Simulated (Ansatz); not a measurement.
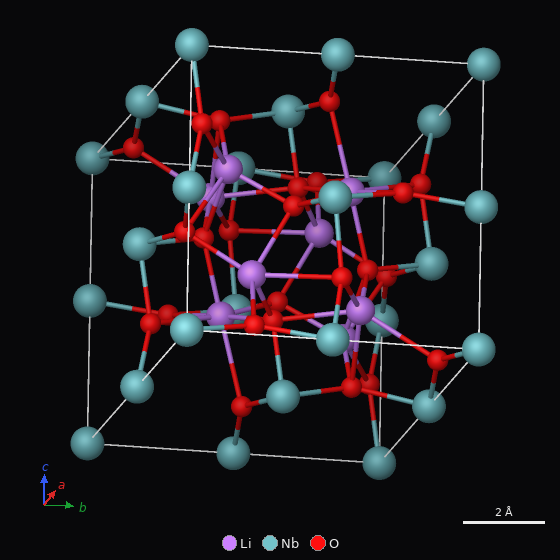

Drawn in the ball-and-stick manner and seen from a general direction. The parallelepiped is the supercell. The host is LiNbO₃, in a cell of 40 sites, and the cell is neutral.

What defect is present?

A niobium vacancy. Around the empty site lie six O and two Li at about 2.1 to 2.3 Å.

Level of theory and settings: DFT PBE, scalar-relativistic, plane waves, PAW (Ansatz 0.2.0), a plane-wave cutoff of 420 eV, a 2×2×2 grid in reciprocal space, Gaussian smearing of 0.01 eV, collinear spins.

Does the defective cell carry a moment?

Yes, 5.0 μB in the cell.

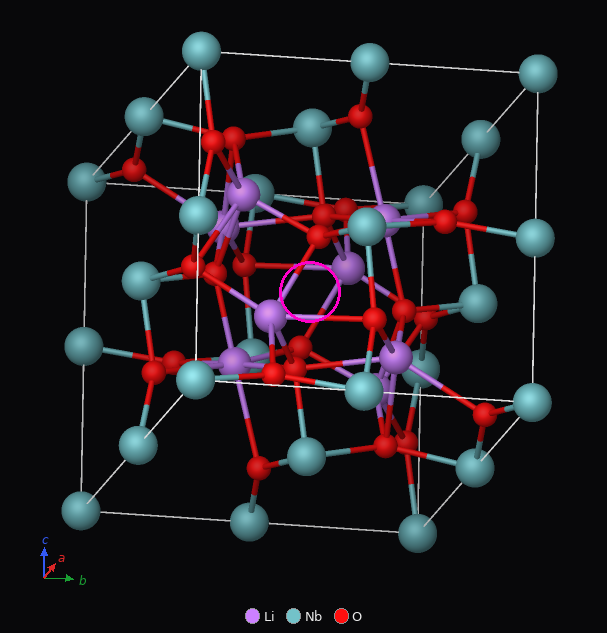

The same cell with a ring at the defect's site.

The atoms were relaxed in the host's cell with DFT PBE, scalar-relativistic, plane waves, PAW (Ansatz 0.2.0).
